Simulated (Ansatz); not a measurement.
System: Y.

The calculation's input:

```
crystal:
  lattice:
    - [0.0, 2.46015, 2.46015]
    - [2.485, -0.02485, 2.485]
    - [2.485, 2.485, -0.02485]
  atoms:
    - { symbol: "Y", position: [0.0, 0.0, 0.0] }
basis:
  ecutwfc: 500
kpoints:
  mp_grid: { grid: [16, 16, 16] }
hamiltonian:
  xc: r2scan
scf:
  occupations: { method: gaussian, width: 0.15 }
output:
  forces: true
  stress: true
  eigenvalues: true
  write_density: true
  write_potential: true
  elf: true
  volumetric_format: npy
```

Launched as:

```sh
ansatz run input.yaml --threads 1 --pin off --max-ram 2560MiB --backend cpu --events-out ev --progress --plain --runs-dir out
```

Below, planes, directions and counts refer to the conventional cell (a = 3.48 Å, b = 3.55 Å, c = 4.97 Å, α = 90.00°, β = 90.00°, γ = 90.00°).

Space group Immm; changed on purpose from its base cell (strain -0.0200 x Voigt [0, 0, 0, 1, 0, 0], atoms carried along); computed pressure about 3 GPa in this cell; computed without spin polarisation.

The calculation used DFT r2SCAN, scalar-relativistic, plane waves, PAW (Ansatz).

Question: What will maps of the valence pseudo-density and electron localisation function show?

Answer: Y–Y (3.48 Å): the density is about 0.11 e/Å³ at the midpoint; the ELF is about 0.20 at the midpoint; no localised pair shows between them.

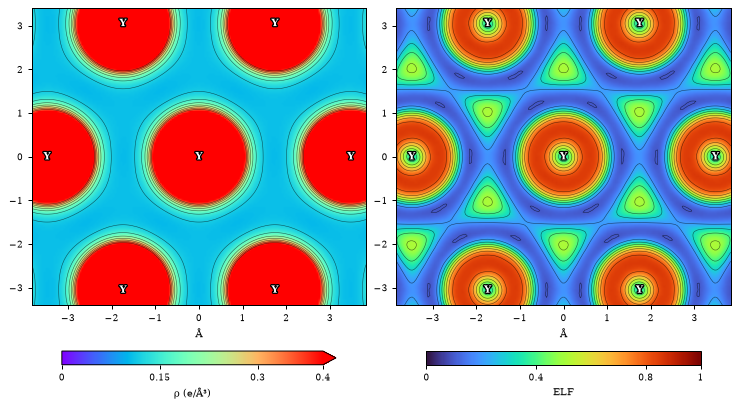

Computed valence pseudo-density and electron localisation function on the (011̄) plane of the conventional cell, in this order. 

The density is the valence pseudo-density of a PAW calculation; it isn't the true density close to the nuclei.
